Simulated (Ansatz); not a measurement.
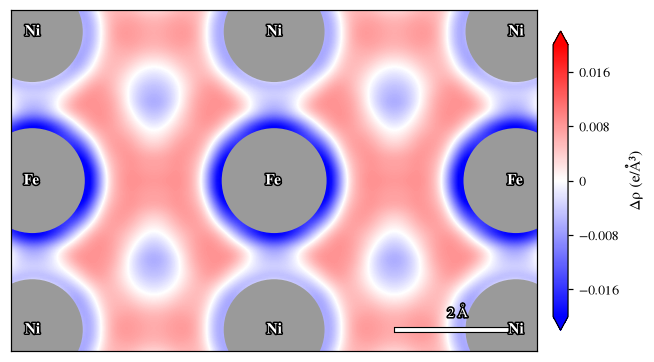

FeNi: difference of two self-consistent densities at the same geometry, ρ(r2SCAN) − ρ(LDA), on the (101̄) plane of the conventional cell. Grey discs cover the cores, where the PAW densities can't be compared. Cores are masked to 0.9 Å (Fe) and 0.8 Å (Ni).

Space group Cmmm; spin-polarised. r2SCAN tends to overestimate the moments of metals. The cell comes from a database of computed structures, not from a measurement.

Both runs: Ansatz, scalar-relativistic, plane waves and PAW, same cutoff, k-points and PAW files (made with PBE).

```yaml
crystal:
  lattice:
    - [2.87403, 0.00000, 0.00000]
    - [0.00000, 3.96262, 0.00000]
    - [0.00000, 0.00000, 3.94929]
  atoms:
    - { symbol: Fe, position: [0.00000, 0.00000, 0.00000] }
    - { symbol: Fe, position: [0.50000, 0.50000, 0.00000] }
    - { symbol: Ni, position: [0.00000, 0.50000, 0.50000] }
    - { symbol: Ni, position: [0.50000, 0.00000, 0.50000] }
```

### What differs between the two levels of theory?

Against LDA, and outside the masked cores, the largest gain, 0.012 e/Å³, lies 1.5 Å from a nickel nucleus and 1.6 Å from an iron one, and the largest loss lies at the edge of the masked core of Fe.
Bader charges are Fe +0.18 and Ni −0.18 e with LDA and Fe +0.25 and Ni −0.25 e with r2SCAN. Among metals such charges hang on how the charge between the atoms is shared out.
At this volume the pressure is −15 GPa with LDA and 0 GPa with r2SCAN.
The integrated |spin density| goes from 3.3 to 4.0 μB in the cell of the calculation, and part of the map comes from this change.

Run times: 96 s (r2SCAN) and 53 s (base cell), on 2 threads of Arm Neoverse N1, on a shared host.
